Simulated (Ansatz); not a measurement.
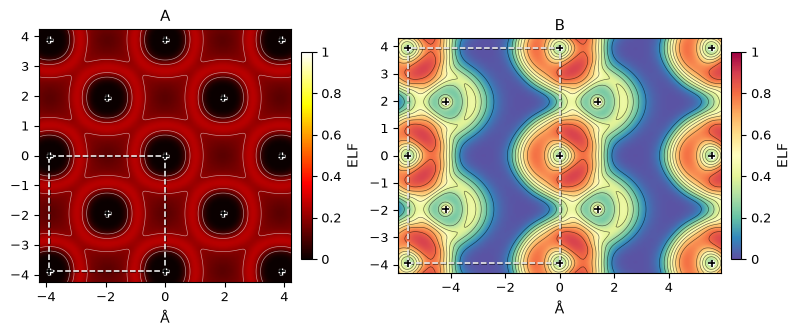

The electron localisation function of 2 systems, each on a plane through atoms (crosses mark nuclei in the plane).

The calculation used Kohn-Sham DFT of a periodic cell, BLYP, all-electron PAW datasets made for the crystal in Ansatz 0.2.0.

System 1: GaAs, the (101) plane of the conventional cell. Space group F-43m; computed pressure about 10 GPa in this cell.

```cif
data_structure
_symmetry_space_group_name_H-M 'P 1'
_symmetry_Int_Tables_number 1
_cell_length_a 5.5773
_cell_length_b 5.5773
_cell_length_c 5.5773
_cell_angle_alpha 90.000
_cell_angle_beta 90.000
_cell_angle_gamma 90.000
_cell_volume 173.49
loop_
_atom_site_label
_atom_site_type_symbol
_atom_site_fract_x
_atom_site_fract_y
_atom_site_fract_z
_atom_site_occupancy
As1 As 0.75000 0.75000 0.25000 1
As2 As 0.25000 0.75000 0.75000 1
As3 As 0.25000 0.25000 0.25000 1
As4 As 0.75000 0.25000 0.75000 1
Ga1 Ga 0.50000 0.50000 0.00000 1
Ga2 Ga 0.00000 0.50000 0.50000 1
Ga3 Ga 0.00000 0.00000 0.00000 1
Ga4 Ga 0.50000 0.00000 0.50000 1
```

System 2: Pd, the (010) plane of the conventional cell. Space group Fm-3m; computed pressure about 18 GPa in this cell.

```
Pd
1.0
     3.89300    0.00000    0.00000
     0.00000    3.89300    0.00000
     0.00000    0.00000    3.89300
Pd
4
Direct
  0.00000 0.00000 0.00000
  0.50000 0.50000 0.00000
  0.50000 0.00000 0.50000
  0.00000 0.50000 0.50000
```

Q: Match each panel to its system.

A: Panel A is system 2, Pd: the plane holds Pd. Pd–Pd (2.75 Å): the ELF is about 0.20 at the midpoint: no localised pair shows between them. Panel B is system 1, GaAs: the plane holds As and Ga. Ga–As (2.42 Å): the ELF peaks at about 0.90 between the atoms (localised, covalent bonding).
